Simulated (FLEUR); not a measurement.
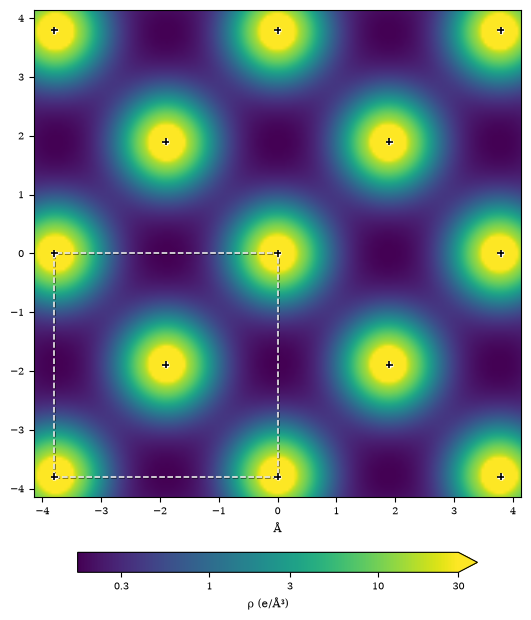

The electron density on a plane through atoms (crosses mark nuclei in the plane).

The calculation used Kohn-Sham DFT of a periodic cell, PBEsol, all-electron in FLEUR MaX-R8.1 (later development tree).

Candidates:
A. PtS2, a = 3.54 Å, b = 3.54 Å, c = 5.04 Å, α = 90.00°, β = 90.00°, γ = 120.00°. Space group P-3m1; not relaxed (largest force 1.0 eV/Å).
B. PbS, a = 4.16 Å, b = 11.98 Å, c = 4.28 Å, α = 90.00°, β = 90.00°, γ = 90.00°. Space group Cmcm; a structure from a database of computed crystals, not necessarily the ambient phase.
C. Rh, a = 3.80 Å, b = 3.80 Å, c = 3.80 Å, α = 90.00°, β = 90.00°, γ = 90.00°. Space group Fm-3m.

Question: Which system is this?

Answer: Candidate C: Rh on the (001) plane of the conventional cell, which holds Rh. Rh–Rh (2.68 Å): ρ is about 0.38 e/Å³ halfway.
